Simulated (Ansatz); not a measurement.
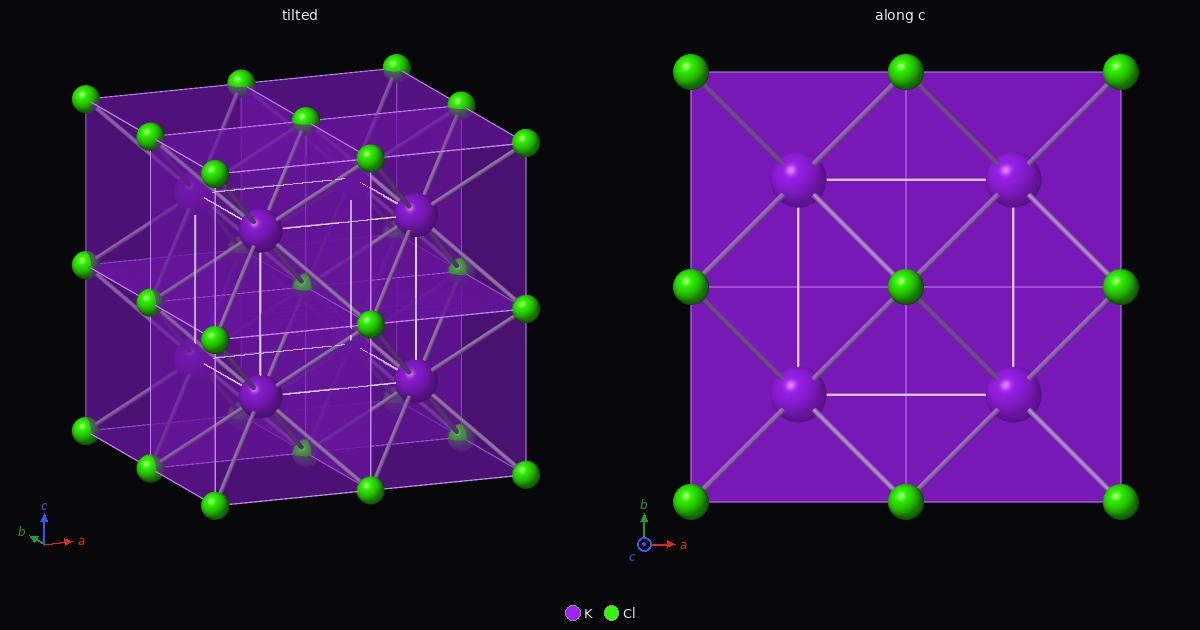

Drawn in the polyhedral manner and seen slightly off an axis and along the c axis. The unit cell is outlined; an atom on or near a face, edge or corner is repeated at each equivalent position. Some neighbours outside the box are added.

KCl, a = 3.726 Å, b = 3.726 Å, c = 3.783 Å, α = 90.00°, β = 90.00°, γ = 90.00°. Strictly the space group is P4/mmm (No. 123, within 0.01 Å). It is a distorted form of a primitive cubic structure, space group Pm-3m (No. 221) within 0.25 Å: caesium chloride (CsCl, B2) type. It goes back to a structure type filled with these elements by a generator (whether the compound takes this form wasn't checked). The cell was then strained or its atoms displaced on purpose. It went into a calculation with Ansatz.

This one geometry was computed with Ansatz (DFT, plane waves, PAW) at three levels of theory: r2SCAN, HSE06 and PBE. It was relaxed with r2SCAN and then strained.

Question: How does the band gap change with the level of theory?

Answer: PBE: a gap of 5.10 eV, indirect; r2SCAN: a gap of 5.87 eV, indirect; HSE06: a gap of 6.44 eV, indirect.

Question: Collect the results in a table.

Answer:
| level | cutoff (eV) | k-mesh of the run's cell | gap (eV) | pressure (GPa) |
| --- | --- | --- | --- | --- |
| r2SCAN | 500 | 8×8×8 | 5.87 | 0.5 |
| HSE06 | 420 | 6×6×6 | 6.44 | 1.1 |
| PBE | 420 | 8×8×8 | 5.10 | 1.6 |

Gaps are taken on the k-mesh or band path of each run.
